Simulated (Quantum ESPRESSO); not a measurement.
C: relaxation of cell and atoms

C (P6₃/mmc, 4 atoms in the cell), computed with Kohn-Sham DFT of a periodic cell, RPBE with D4, PseudoDojo 0.4.1 SR PBE standard, no spin polarisation (Quantum ESPRESSO 7.5).

The structure derives from an entry of the Crystallography Open Database.

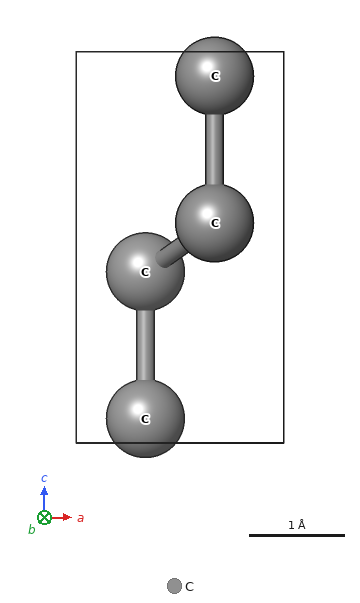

**Figure 1.** The input geometry (ball-and-stick view of the cell of the calculation, along the b axis).

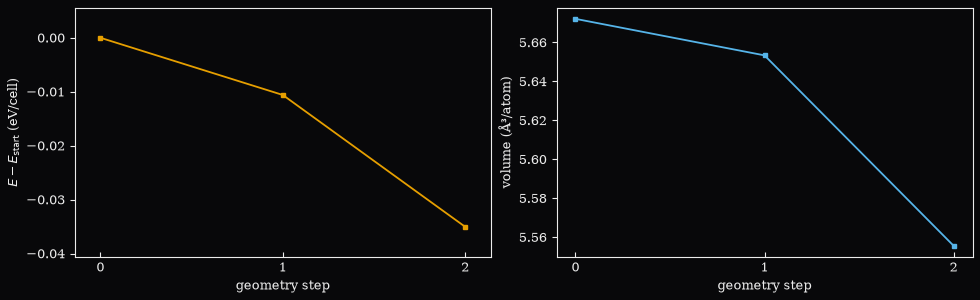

**Figure 2.** Progress of the relaxation, step by step (steps are counted from 0).

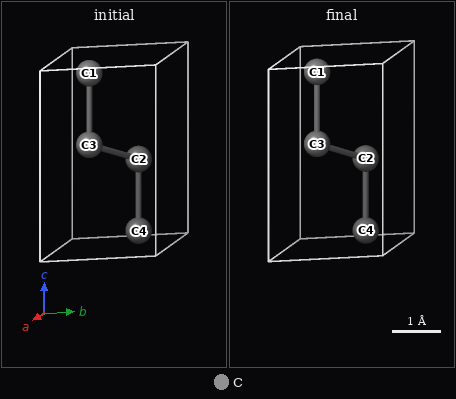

**Figure 3.** Before (left) and after (right) the relaxation, at one scale (ball-and-stick view of the cell of the calculation, seen slightly off an axis). Over 2 geometry steps the energy falls by 35.1 meV per cell of the calculation. Largest force component: 0.051 eV/Å at the start, 0.011 eV/Å at the end. The atoms keep their places relative to the cell (all moves are under 0.005 Å). Cell: a = b 2.522 → 2.488 Å (−1.3 %), c 4.119 → 4.144 Å (+0.6 %). Volume −2.1 %. Distances before and after: C1–C4 1.544 → 1.528 Å, C1–C3 1.544 → 1.551 Å. The space group stays P6_3/mmc (No. 194). (Atoms are counted from 1 in the order of the input.)

These pictures come from the run below.

**Input**
```python
import numpy as np
from ase.calculators.espresso import Espresso, EspressoProfile
from ase.io import read

atoms = read('C.cif')

input_data = {
    'control': {'calculation': 'scf', 'prefix': 'pwscf', 'outdir': './tmp', 'tprnfor': True, 'tstress': True, 'disk_io': 'low'},
    'system': {'ecutwfc': 82.0, 'nbnd': 14, 'input_dft': 'rpbe', 'occupations': 'smearing', 'smearing': 'fd', 'degauss': 0.00367493},
    'electrons': {'conv_thr': 8e-10, 'electron_maxstep': 120, 'mixing_beta': 0.5},
}
pseudopotentials = {'C': 'C.upf'}
profile = EspressoProfile(command='pw.x', pseudo_dir='pseudo')
dft = Espresso(profile=profile, input_data=input_data, pseudopotentials=pseudopotentials, kpts=(12, 12, 7), koffset=(0, 0, 0))
from ase.calculators.mixing import SumCalculator
from dftd4.ase import DFTD4
d4 = DFTD4(method='rpbe')
atoms.calc = SumCalculator([dft, d4])

from ase.optimize import LBFGS
from ase.filters import FrechetCellFilter
done = LBFGS(FrechetCellFilter(atoms), trajectory='opt.traj').run(fmax=0.02, steps=30)
print('converged', done)
print('cell (A)', np.round(atoms.cell.cellpar(), 5))
print(f'energy {atoms.get_potential_energy():.8f} eV')
print('forces (eV/A)')
print(np.round(atoms.get_forces(), 6))
print('stress (eV/A^3, Voigt)')
print(np.round(atoms.get_stress(), 8))
print(f'Fermi level {dft.get_fermi_level():.4f} eV')
print(f'D4 part {d4.get_potential_energy(atoms):.8f} eV')
atoms.write('final.traj')
```

**File C.cif**
```
data_C
_cell_length_a 2.52210000
_cell_length_b 2.52210000
_cell_length_c 4.11860000
_cell_angle_alpha 90.00000000
_cell_angle_beta 90.00000000
_cell_angle_gamma 120.00000000
_space_group_name_H-M_alt 'P1'
_space_group_name_Hall 'P 1'
_space_group_IT_number 1
loop_
_space_group_symop_operation_xyz
'x,y,z'
loop_
_atom_site_label
_atom_site_type_symbol
_atom_site_symmetry_multiplicity
_atom_site_Wyckoff_symbol
_atom_site_fract_x
_atom_site_fract_y
_atom_site_fract_z
_atom_site_occupancy
C1 C 1 a 0.6666666667 0.3333333333 0.9375000000 1
C2 C 1 a 0.3333333333 0.6666666667 0.4375000000 1
C3 C 1 a 0.6666666667 0.3333333333 0.5625000000 1
C4 C 1 a 0.3333333333 0.6666666667 0.0625000000 1
```

Run as:
```bash
OMP_NUM_THREADS=1 python run.py
```

**Output**
```
Step          Energy          fmax
LBFGS:    0     -657.402272        0.603518
LBFGS:    1     -657.412878        0.508253
LBFGS:    2     -657.437326        0.015999
converged True
cell (A) [  2.48836   2.48836   4.14411  90.       90.      120.     ]
energy -657.43732634 eV
forces (eV/A)
[[ 0.       -0.       -0.010577]
 [-0.        0.       -0.010577]
 [ 0.       -0.        0.010577]
 [-0.        0.        0.010577]]
stress (eV/A^3, Voigt)
[-0.00194101 -0.00194101  0.00287972  0.         -0.         -0.        ]
Fermi level 15.4227 eV
D4 part -2.16384882 eV
```

**Results in brief**

```tsv
quantity	value
outcome	converged
space group (tolerance 0.01 Å)	P6₃/mmc (194)
electrons treated	16
free energy	−657.4374 eV
dispersion energy	−2.1638 eV
Fermi energy	15.423 eV
gap on the k-point mesh	3.42 eV
pressure	0.05 GPa
final volume	22.22 Å³
largest force (length of the vector) at the end	0.011 eV/Å
final cell	a = 2.488 Å, b = 2.488 Å, c = 4.144 Å, α = 90.00°, β = 90.00°, γ = 120.00°
hardware	1 thread of AMD EPYC (Zen 3), 24 GiB of memory available, shared host
wall time	83 s
peak memory	0.09 GiB
```

**Notes**

Further notes kept with the run: potentials made for another functional. Points of doubt noted for this run: potentials made for another functional.
